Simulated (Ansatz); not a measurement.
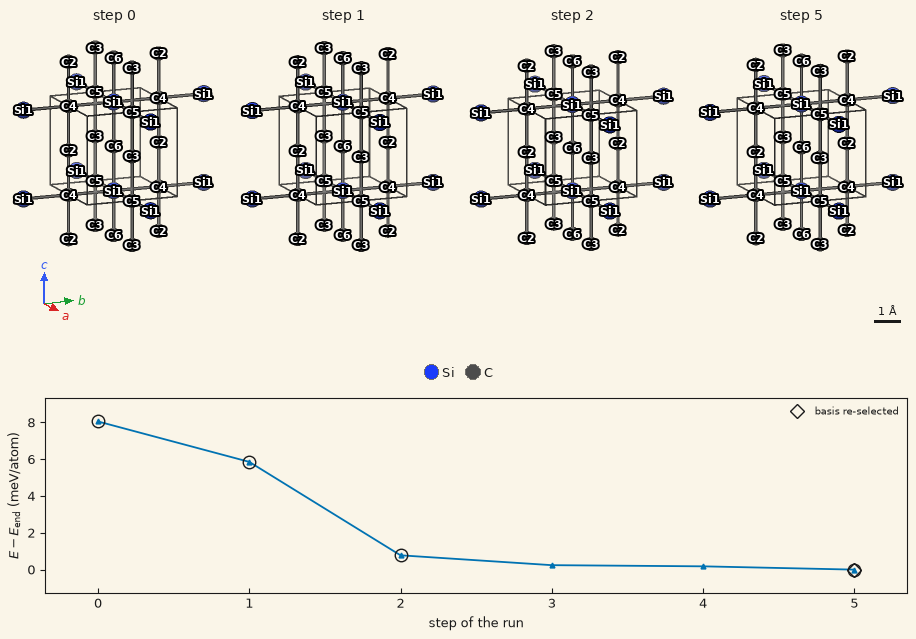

Frames of a relaxation of a crystal of SiC5 (a generated structure, set up in P4/mmm) (coarse preliminary run), marked on the history of the run. The picture is a ball-and-stick view of the cell of the calculation, seen slightly off an axis.

Level of theory: Ansatz, DFT PBE, scalar-relativistic, plane waves, PAW. Set-up: plane-wave cutoff 420 eV; k-point mesh 4 × 4 × 6; occupations gaussian; smearing width 0.1 eV; no spin polarisation; cell and atoms relaxed; force threshold 0.04 eV/Å; at most 70 steps.

What happens along the run?

No atom moves by more than 0.005 Å relative to the cell. The drawn cell changes as follows: a = b 3.834 → 3.886 Å (+1.4 %), c 3.582 → 3.501 Å (−2.3 %); the volume changes by +0.4 %. Among the contacts that change: Si1–C6 1.791 → 1.750 Å, C2–C4 1.791 → 1.750 Å, Si1–C4 1.917 → 1.943 Å. The space group stays P4/mmm (No. 123). After 4 accepted moves (5 points after the start) the energy has fallen by 8.1 meV per atom. All forces vanish by symmetry, so only the cell relaxes. The pressure goes from −0.42 to 0.11 GPa. At 1 point the geometry stayed and the basis and grid were re-selected for the new cell (energy shift of 0.2 meV per atom at most each time). From step 0 to 1: volume +0.2 %, energy −2.2 meV per atom. From step 1 to 2: volume −0.6 %, energy −5.1 meV per atom. From step 2 to 5: volume +0.8 %, energy −0.8 meV per atom.

Limits of the set-up: the k-point mesh is coarse for a cell with partly filled bands.
